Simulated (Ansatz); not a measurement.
Geometry relaxation of BiS2 (part 3 of 3)

Continued. System: BiS2 (I-42d, 6 atoms in the cell). Method: DFT, PBEsol, plane waves, PAW, no spin polarisation (Ansatz 0.2.0); cutoff 420 eV, 6×6×6 k-mesh, Fermi–Dirac smearing of 0.03 eV. The structure was built on a prototype by a generator.

Geometry of the input (Å; fractional positions):
```
-2.9343  2.9343  4.3300
2.9343  -2.9343  4.3300
2.9343  2.9343  -4.3300
Bi 0.0000  0.0000  0.0000
Bi 0.7500  0.2500  0.5000
S  0.3750  0.2218  0.3468
S  0.9718  0.6250  0.8468
S  0.7782  0.1250  0.1532
S  0.8750  0.0282  0.6532
```

Trajectory as extended XYZ, continued:
```
6
Lattice="-3.1475 3.1475 3.6327 3.1475 -3.1475 3.6327 3.1475 3.1475 -3.6327" Properties=species:S:1:pos:R:3:forces:R:3 step=14 energy=-28022.57694 pressure_GPa=0.32
Bi    0.0000    0.0000    0.0000    0.0000   0.0000   0.0000
Bi    0.0000    3.1475    1.8163    0.0000   0.0000   0.0000
S     1.9473    1.5737    0.9082    0.1832   0.0000   0.0000
S     1.5737    5.0948    2.7245    0.0000   0.1832   0.0000
S    -1.5737    1.2002    2.7245    0.0000  -0.1832   0.0000
S    -1.9473    4.7212    0.9082   -0.1832   0.0000   0.0000
6
Lattice="-3.1576 3.1576 3.4239 3.1576 -3.1576 3.4239 3.1576 3.1576 -3.4239" Properties=species:S:1:pos:R:3:forces:R:3 step=15 energy=-28022.70439 pressure_GPa=1.00
Bi    0.0000    0.0000    0.0000    0.0000   0.0000   0.0000
Bi    0.0000    3.1576    1.7119    0.0000   0.0000   0.0000
S     2.0096    1.5788    0.8560    0.2314   0.0000   0.0000
S     1.5788    5.1672    2.5679    0.0000   0.2314   0.0000
S    -1.5788    1.1481    2.5679    0.0000  -0.2314   0.0000
S    -2.0096    4.7365    0.8560   -0.2314   0.0000   0.0000
6
Lattice="-3.1976 3.1976 3.2121 3.1976 -3.1976 3.2121 3.1976 3.1976 -3.2121" Properties=species:S:1:pos:R:3:forces:R:3 step=16 energy=-28022.81214 pressure_GPa=0.81
Bi    0.0000    0.0000    0.0000    0.0000   0.0000   0.0000
Bi    0.0000    3.1976    1.6061    0.0000   0.0000   0.0000
S     2.0931    1.5988    0.8030    0.0785   0.0000   0.0000
S     1.5988    5.2908    2.4091    0.0000   0.0785   0.0000
S    -1.5988    1.1045    2.4091    0.0000  -0.0785   0.0000
S    -2.0931    4.7965    0.8030   -0.0785   0.0000   0.0000
6
Lattice="-3.3156 3.3156 3.1837 3.3156 -3.3156 3.1837 3.3156 3.3156 -3.1837" Properties=species:S:1:pos:R:3:forces:R:3 step=17 energy=-28022.72819 pressure_GPa=-4.14 accepted=F
Bi    0.0000    0.0000    0.0000    0.0000   0.0000   0.0000
Bi    0.0000    3.3156    1.5918    0.0000   0.0000   0.0000
S     2.1650    1.6578    0.7959   -0.3237   0.0000   0.0000
S     1.6578    5.4805    2.3878    0.0000  -0.3237   0.0000
S    -1.6578    1.1506    2.3878    0.0000   0.3237   0.0000
S    -2.1650    4.9733    0.7959    0.3237   0.0000   0.0000
6
Lattice="-3.2409 3.2409 3.1270 3.2409 -3.2409 3.1270 3.2409 3.2409 -3.1270" Properties=species:S:1:pos:R:3:forces:R:3 step=18 energy=-28022.83927 pressure_GPa=0.03
Bi    0.0000    0.0000    0.0000    0.0000   0.0000   0.0000
Bi    0.0000    3.2409    1.5635    0.0000   0.0000   0.0000
S     2.1269    1.6204    0.7818   -0.0711   0.0000   0.0000
S     1.6204    5.3678    2.3453    0.0000  -0.0711   0.0000
S    -1.6204    1.1139    2.3453    0.0000   0.0711   0.0000
S    -2.1269    4.8613    0.7818    0.0711   0.0000   0.0000
6
Lattice="-3.2985 3.2985 3.0189 3.2985 -3.2985 3.0189 3.2985 3.2985 -3.0189" Properties=species:S:1:pos:R:3:forces:R:3 step=19 energy=-28022.91157 pressure_GPa=-0.05
Bi    0.0000    0.0000    0.0000    0.0000   0.0000   0.0000
Bi    0.0000    3.2985    1.5095    0.0000   0.0000   0.0000
S     2.1242    1.6493    0.7547   -0.1507   0.0000   0.0000
S     1.6493    5.4227    2.2642    0.0000  -0.1507   0.0000
S    -1.6493    1.1743    2.2642    0.0000   0.1507   0.0000
S    -2.1242    4.9478    0.7547    0.1507   0.0000   0.0000
6
Lattice="-3.3820 3.3820 2.8572 3.3820 -3.3820 2.8572 3.3820 3.3820 -2.8572" Properties=species:S:1:pos:R:3:forces:R:3 step=20 energy=-28023.13564 pressure_GPa=0.31
Bi    0.0000    0.0000    0.0000    0.0000   0.0000   0.0000
Bi    0.0000    3.3820    1.4286    0.0000   0.0000   0.0000
S     2.1081    1.6910    0.7143   -0.4686   0.0000   0.0000
S     1.6910    5.4901    2.1429    0.0000  -0.4686   0.0000
S    -1.6910    1.2739    2.1429    0.0000   0.4686   0.0000
S    -2.1081    5.0730    0.7143    0.4686   0.0000   0.0000
6
Lattice="-3.5254 3.5254 2.6673 3.5254 -3.5254 2.6673 3.5254 3.5254 -2.6673" Properties=species:S:1:pos:R:3:forces:R:3 step=21 energy=-28023.50589 pressure_GPa=1.11
Bi    0.0000    0.0000    0.0000    0.0000   0.0000   0.0000
Bi    0.0000    3.5254    1.3337    0.0000   0.0000   0.0000
S     2.0150    1.7627    0.6668   -0.3337   0.0000   0.0000
S     1.7627    5.5403    2.0005    0.0000  -0.3337   0.0000
S    -1.7627    1.5104    2.0005    0.0000   0.3337   0.0000
S    -2.0150    5.2881    0.6668    0.3337   0.0000   0.0000
6
Lattice="-3.5783 3.5783 2.8531 3.5783 -3.5783 2.8531 3.5783 3.5783 -2.8531" Properties=species:S:1:pos:R:3:forces:R:3 step=22 energy=-28023.10462 pressure_GPa=2.01 accepted=F
Bi    0.0000    0.0000    0.0000    0.0000   0.0000   0.0000
Bi    0.0000    3.5783    1.4265    0.0000   0.0000   0.0000
S     1.8126    1.7891    0.7133    1.2285   0.0000   0.0000
S     1.7891    5.3909    2.1398    0.0000   1.2285   0.0000
S    -1.7891    1.7656    2.1398    0.0000  -1.2285   0.0000
S    -1.8126    5.3674    0.7133   -1.2285   0.0000   0.0000
6
Lattice="-3.5431 3.5431 2.7672 3.5431 -3.5431 2.7672 3.5431 3.5431 -2.7672" Properties=species:S:1:pos:R:3:forces:R:3 step=23 energy=-28023.56119 pressure_GPa=-0.95
Bi    0.0000    0.0000    0.0000    0.0000   0.0000   0.0000
Bi    0.0000    3.5431    1.3836    0.0000   0.0000   0.0000
S     1.9792    1.7715    0.6918   -0.1059   0.0000   0.0000
S     1.7715    5.5223    2.0754    0.0000  -0.1059   0.0000
S    -1.7715    1.5638    2.0754    0.0000   0.1059   0.0000
S    -1.9792    5.3146    0.6918    0.1059   0.0000   0.0000
6
Lattice="-3.5586 3.5586 2.7165 3.5586 -3.5586 2.7165 3.5586 3.5586 -2.7165" Properties=species:S:1:pos:R:3:forces:R:3 step=24 energy=-28023.57322 pressure_GPa=0.03
Bi    0.0000    0.0000    0.0000    0.0000   0.0000   0.0000
Bi    0.0000    3.5586    1.3583    0.0000   0.0000   0.0000
S     1.9612    1.7793    0.6791    0.0425   0.0000   0.0000
S     1.7793    5.5197    2.0374    0.0000   0.0425   0.0000
S    -1.7793    1.5974    2.0374    0.0000  -0.0425   0.0000
S    -1.9612    5.3378    0.6791   -0.0425   0.0000   0.0000
6
Lattice="-3.5440 3.5440 2.7267 3.5440 -3.5440 2.7267 3.5440 3.5440 -2.7267" Properties=species:S:1:pos:R:3:forces:R:3 step=25 energy=-28023.57549 pressure_GPa=0.18
Bi    0.0000    0.0000    0.0000    0.0000   0.0000   0.0000
Bi    0.0000    3.5440    1.3633    0.0000   0.0000   0.0000
S     1.9686    1.7720    0.6817   -0.0110   0.0000   0.0000
S     1.7720    5.5126    2.0450    0.0000  -0.0110   0.0000
S    -1.7720    1.5754    2.0450    0.0000   0.0110   0.0000
S    -1.9686    5.3160    0.6817    0.0110   0.0000   0.0000
6
Lattice="-3.5489 3.5489 2.7284 3.5489 -3.5489 2.7284 3.5489 3.5489 -2.7284" Properties=species:S:1:pos:R:3:forces:R:3 step=26 energy=-28023.57559 pressure_GPa=-0.00
Bi    0.0000    0.0000    0.0000    0.0000   0.0000   0.0000
Bi    0.0000    3.5489    1.3642    0.0000   0.0000   0.0000
S     1.9666    1.7744    0.6821    0.0007   0.0000   0.0000
S     1.7744    5.5155    2.0463    0.0000   0.0007   0.0000
S    -1.7744    1.5822    2.0463    0.0000  -0.0007   0.0000
S    -1.9666    5.3233    0.6821   -0.0007   0.0000   0.0000
6
Lattice="-3.5489 3.5489 2.7284 3.5489 -3.5489 2.7284 3.5489 3.5489 -2.7284" Properties=species:S:1:pos:R:3:forces:R:3 step=27 energy=-28023.67815 pressure_GPa=1.08
Bi    0.0000    0.0000    0.0000    0.0000   0.0000   0.0000
Bi    0.0000    3.5489    1.3642    0.0000   0.0000   0.0000
S     1.9666    1.7744    0.6821   -0.0011   0.0000   0.0000
S     1.7744    5.5155    2.0463    0.0000  -0.0011   0.0000
S    -1.7744    1.5822    2.0463    0.0000   0.0011   0.0000
S    -1.9666    5.3233    0.6821    0.0011   0.0000   0.0000
6
Lattice="-3.5830 3.5830 2.7194 3.5830 -3.5830 2.7194 3.5830 3.5830 -2.7194" Properties=species:S:1:pos:R:3:forces:R:3 step=28 energy=-28023.69507 pressure_GPa=0.27
Bi    0.0000    0.0000    0.0000    0.0000   0.0000   0.0000
Bi    0.0000    3.5830    1.3597    0.0000   0.0000   0.0000
S     1.9647    1.7915    0.6799   -0.0047   0.0000   0.0000
S     1.7915    5.5477    2.0396    0.0000  -0.0047   0.0000
S    -1.7915    1.6184    2.0396    0.0000   0.0047   0.0000
S    -1.9647    5.3746    0.6799    0.0047   0.0000   0.0000
6
Lattice="-3.5960 3.5960 2.7161 3.5960 -3.5960 2.7161 3.5960 3.5960 -2.7161" Properties=species:S:1:pos:R:3:forces:R:3 step=29 energy=-28023.69646 pressure_GPa=-0.03
Bi    0.0000    0.0000    0.0000    0.0000   0.0000   0.0000
Bi    0.0000    3.5960    1.3581    0.0000   0.0000   0.0000
S     1.9640    1.7980    0.6790   -0.0061   0.0000   0.0000
S     1.7980    5.5600    2.0371    0.0000  -0.0061   0.0000
S    -1.7980    1.6320    2.0371    0.0000   0.0061   0.0000
S    -1.9640    5.3940    0.6790    0.0061   0.0000   0.0000
6
Lattice="-3.5970 3.5970 2.7144 3.5970 -3.5970 2.7144 3.5970 3.5970 -2.7144" Properties=species:S:1:pos:R:3:forces:R:3 step=30 energy=-28023.69649 pressure_GPa=0.01
Bi    0.0000    0.0000    0.0000    0.0000   0.0000   0.0000
Bi    0.0000    3.5970    1.3572    0.0000   0.0000   0.0000
S     1.9631    1.7985    0.6786    0.0011   0.0000   0.0000
S     1.7985    5.5600    2.0358    0.0000   0.0011   0.0000
S    -1.7985    1.6339    2.0358    0.0000  -0.0011   0.0000
S    -1.9631    5.3955    0.6786   -0.0011   0.0000   0.0000
6
Lattice="-3.5970 3.5970 2.7144 3.5970 -3.5970 2.7144 3.5970 3.5970 -2.7144" Properties=species:S:1:pos:R:3:forces:R:3 step=31 energy=-28023.69690 pressure_GPa=0.01
Bi    0.0000    0.0000    0.0000    0.0000   0.0000   0.0000
Bi    0.0000    3.5970    1.3572    0.0000   0.0000   0.0000
S     1.9631    1.7985    0.6786    0.0011   0.0000   0.0000
S     1.7985    5.5600    2.0358    0.0000   0.0011   0.0000
S    -1.7985    1.6339    2.0358    0.0000  -0.0011   0.0000
S    -1.9631    5.3955    0.6786   -0.0011   0.0000   0.0000
```

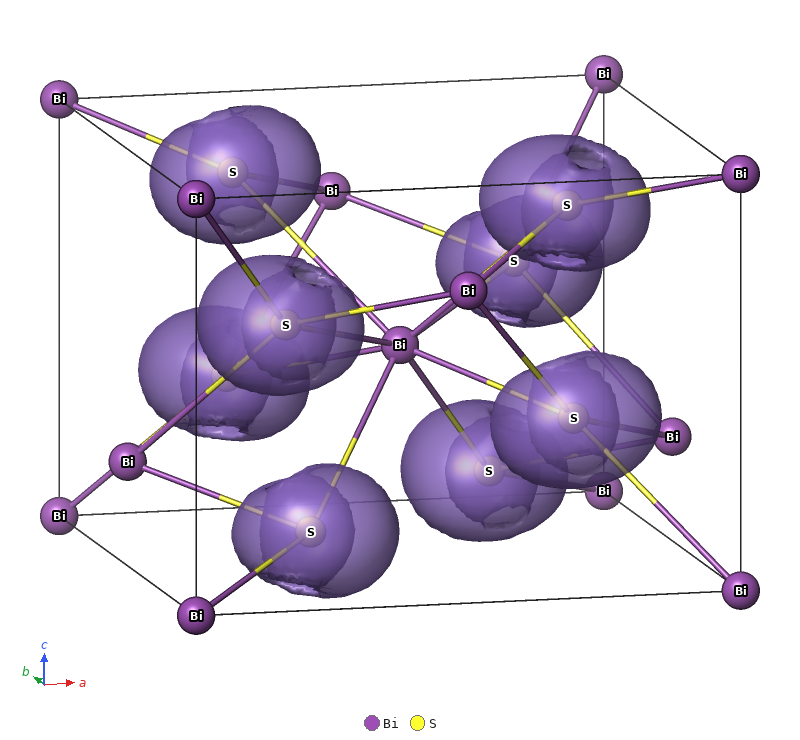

Fig. 1: Isosurface of the ELF at 0.8 (purple), seen slightly off an axis. Only the valence region is drawn (cores and ρ < 0.01 e/Å³ removed). Sticks mark near contacts. The outline is the cell set on symmetry axes. Profiles from the grid: Bi–S (2.75 Å): the ELF peaks at about 0.85 in the valence shell of S, 0.8 Å from its nucleus, and drops to about 0.30 between the two atoms. Bi–S (3.17 Å): the ELF peaks at about 0.85 in the valence shell of S, 0.8 Å from its nucleus, and drops to about 0.20 between the two atoms. Core electrons are frozen (PAW), so the fields are smoothed inside the atomic spheres.

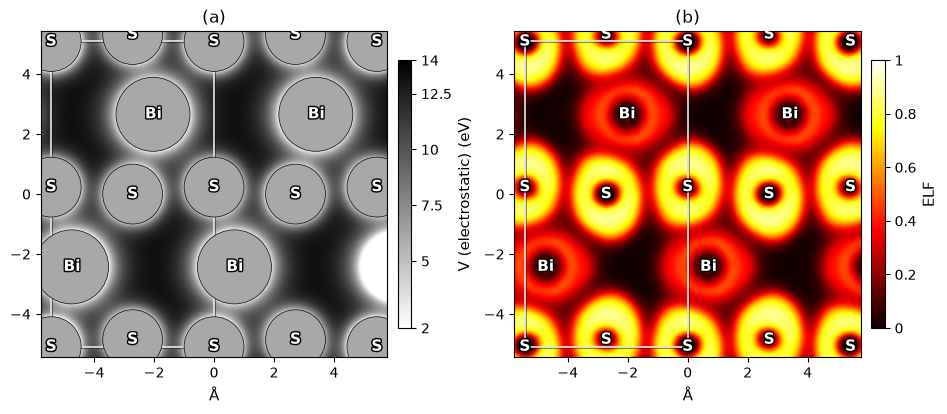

Fig. 2: (a) electrostatic potential (local pseudopotential plus Hartree) felt by an electron; (b) ELF on the (110) plane of the conventional cell. Grey discs, where drawn, cover atomic cores. Atoms in the plane: Bi and S. Bi–S (2.75 Å): the ELF peaks at about 0.85 in the valence shell of S, 0.8 Å from its nucleus, and drops to about 0.30 between the two atoms. Bi–S (3.17 Å): the ELF peaks at about 0.85 in the valence shell of S, 0.8 Å from its nucleus, and drops to about 0.20 between the two atoms. The strong features right at Bi lie inside the PAW spheres (semicore, d or f shells) and say nothing about bonding. Outside the cores the potential energy rises away from the atoms and is highest about 2.1 Å from the nearest atoms; outside the discs it spans about 11 eV, and its zero is arbitrary.

Key numbers:

| quantity | value |
| --- | --- |
| outcome | converged |
| space group (tolerance 0.01 Å) | I-42d (122) |
| electrons treated | 54 |
| free energy | −28023.6969 eV |
| Fermi energy | 8.852 eV |
| band gap | none (metallic) |
| pressure | 0.01 GPa |
| final volume | 140.48 Å³ |
| largest force (length of the vector) at the end | 0.001 eV/Å |
| final cell | a = 5.766 Å, b = 5.766 Å, c = 5.766 Å, α = 102.81°, β = 102.81°, γ = 123.83° |
| hardware | 2 threads of Intel Xeon @ 2.70GHz, 189 GiB of memory available, shared host |
| wall time | 3.3 min (CPU time 6.4 min) |
| peak memory | 0.51 GiB |

Notes:

Spin–orbit coupling is left out, which matters for Bi.
